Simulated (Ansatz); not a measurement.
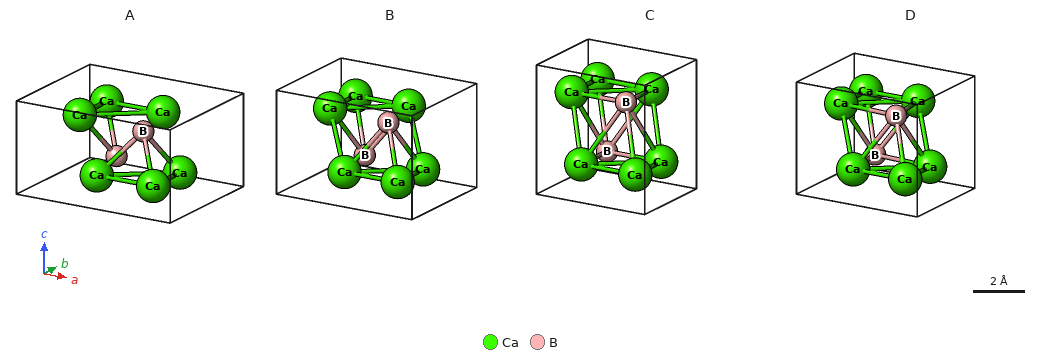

4 geometries from one relaxation of crystalline Ca$_{3}$B (built on the Ni3Sn (D0_19)_194 type) (coarse preliminary run), in shuffled order. The picture is a ball-and-stick view of the cell of the calculation, seen slightly off an axis.

Case: Ni3Sn (D0_19) type (P6_3/mmc, No. 194).

Method: DFT PBE, scalar-relativistic, plane waves, PAW (Ansatz 0.2.0). (plane-wave cutoff 420 eV; k-point mesh 3 × 3 × 4; occupations gaussian; smearing width 0.1 eV; no spin polarisation; cell and atoms relaxed; force threshold 0.04 eV/Å; at most 70 steps)

### Order the frames from highest to lowest energy.

C, D, B, A. They are steps 0, 4, 8, 15, at +263 meV per atom, +82.7 meV per atom, +36.7 meV per atom relative to the last. Over 13 accepted moves (15 points after the start) the energy falls by 263 meV per atom. Largest force component: 1.4 eV/Å at the start, 0.0023 eV/Å at the end. Pressure: 3.47 GPa at the start and 0.25 GPa at the end. The SCF was repeated twice at an unchanged geometry on a basis and grid sized afresh for the cell, which shifted the energy by 10.0 meV per atom at most. The largest moves relative to the cell, 0.70 Å, are those of Ca atoms. B stays in place. The volume changes by +45.2 %, with a = b 6.431 → 9.125 Å (+41.9 %), c 5.162 → 3.723 Å (−27.9 %). Among the contacts that change: Ca–Ca 3.222 → 5.778 Å, B–Ca 3.215 → 4.616 Å, Ca–Ca 3.181 → 3.820 Å, B–Ca 3.177 → 2.683 Å. Bonds break: Ca–Ca (3.22 → 5.78 Å). Among the angles between lasting bonds that change: B–Ca–B 108.7° → 87.9°, Ca–B–Ca 108.7° → 87.9°, Ca–B–Ca 60.7° → 77.2°. The space group stays P6_3/mmc (No. 194). Cost: 68 s on 1 thread of Arm Neoverse V2, with other jobs on the host, peak memory 0.46 GiB.
